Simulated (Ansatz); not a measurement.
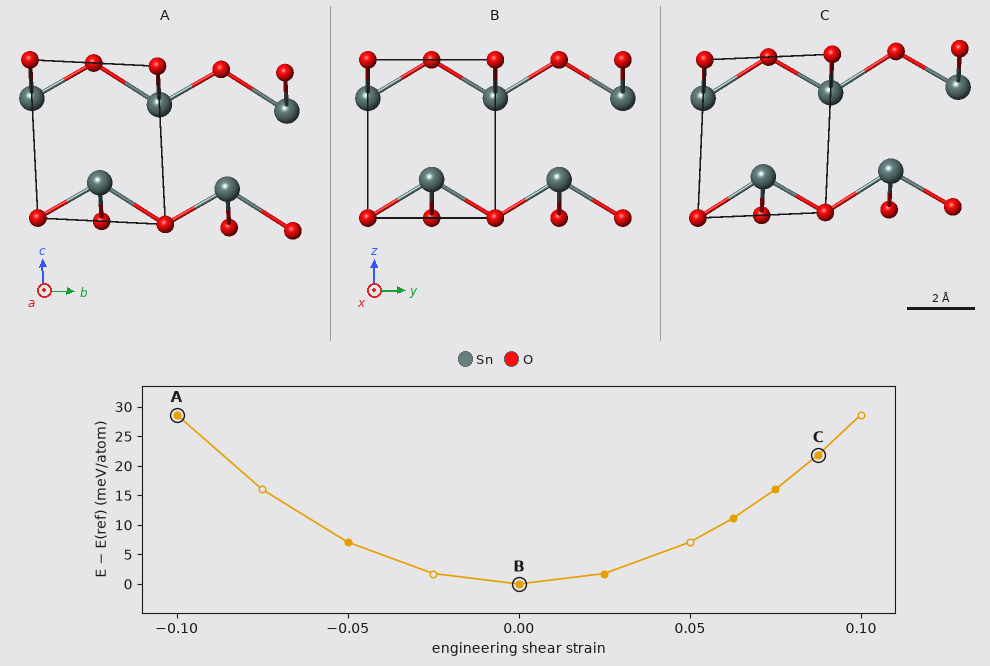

A scan of crystalline SnO (P4/nmm): the cell is strained in shear in the yz plane, with the atoms kept at their fractional coordinates. x, y and z are the Cartesian axes of the input. The lettered frames are marked on the plot. Hollow markers are points alike by symmetry, not computed again. A ball-and-stick model of the cell of the calculation, repeated 1 × 2 × 1 with one cell outlined, seen along the a axis.

Method: DFT PBE+D3(BJ), scalar-relativistic, plane waves, PAW in Ansatz 0.2.0. Set-up: plane-wave cutoff 420 eV; k-point mesh 12 × 12 × 10; occupations gaussian; smearing width 0.15 eV; no spin polarisation. Energies (free energies at the smearing named) are counted from the relaxed crystal.

Read off the main features of the energy profile.

Answer. The lowest computed point lies at the strain 0.00 (0.0 meV/atom). The distortion takes the space group from P4/nmm to P2_1/m. At the strain −0.10 the cell of the drawing goes b 3.837 → 3.842 Å, c 4.762 → 4.768 Å, α 90.0° → 95.7°.
